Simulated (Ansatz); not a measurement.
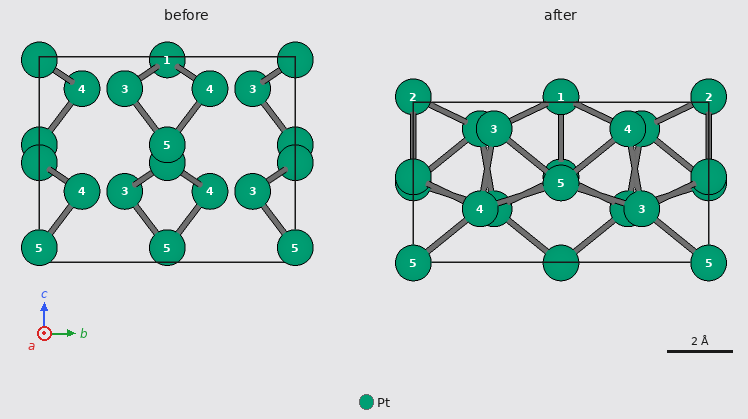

The structure of crystalline Pt (built on the random type) (coarse preliminary run) before (left) and after (right) a relaxation, at one scale.

The picture is a ball-and-stick view of the conventional cell (4 times the calculation's cell), seen along the a axis. Lengths and directions refer to the drawn axes.

Case: random cell with space group Fmm2 (No. 42).

Level of theory: DFT PBE, scalar-relativistic, plane waves, PAW (Ansatz).

Input file:
```yaml
crystal:
  lattice:
    - [0.0, 3.9970173898, 3.2105490081]
    - [3.6898254328, 0.0, 3.2105490081]
    - [3.6898254328, 3.9970173898, 0.0]
  atoms:
    - { symbol: Pt, position: [0.76586, 0.26586, 0.23414] }
    - { symbol: Pt, position: [0.26586, 0.76586, 0.73414] }
    - { symbol: Pt, position: [0.82217, 0.48883, 0.51117] }
    - { symbol: Pt, position: [0.48883, 0.82217, 0.17783] }
    - { symbol: Pt, position: [0.92897, 0.92897, 0.07103] }
basis:
  ecutwfc: 420
kpoints:
  mp_grid: { grid: [4, 4, 4] }
hamiltonian:
  xc: pbe
scf:
  occupations: { method: gaussian, width: 0.1 }
  lower_state_search: "off"
output:
  forces: true
  stress: true
  eigenvalues: true
relax:
  adjacent_minimum: "off"
  f_tol: 0.04
  max_steps: 70
  cell: { stress_tol: 0.4 }
```

Summarise the run.

The largest moves relative to the cell, 0.67 Å, are those of Pt1 and Pt2. Pt2 goes along [−2 0 1]. Cell: a 7.380 → 7.991 Å (+8.3 %), b 7.994 → 9.223 Å (+15.4 %), c 6.421 → 5.002 Å (−22.1 %). Volume −2.7 %. Among the contacts that change: Pt3–Pt4 2.665 → 4.177 Å, Pt1–Pt5 4.196 → 2.692 Å, Pt3–Pt4 (another image) 3.476 → 2.538 Å, Pt1–Pt2 3.690 → 2.755 Å. New bonds form: Pt1–Pt5 (4.20 → 2.69 Å), Pt2–Pt5 (4.20 → 2.69 Å), Pt3–Pt4 (3.48 → 2.54 Å). Bond angles that change, for instance: Pt1–Pt3–Pt2 97.9° → 61.5°, Pt3–Pt2–Pt4 66.0° → 101.7°, Pt3–Pt5–Pt4 74.4° → 102.0°. The space group stays Fmm2 (No. 42). After 21 accepted moves (24 points after the start) the energy has fallen by 2988 meV per atom. The largest force component goes from 21 to 0.011 eV/Å. The pressure goes from 87.32 to −0.03 GPa. The line search rejected the trial step at point 9 of the run. At 2 points the geometry stayed and the basis and grid were re-selected for the new cell (energy shift of 2.8 meV per atom at most each time). The run took roughly 4 core-minutes on a shared host.
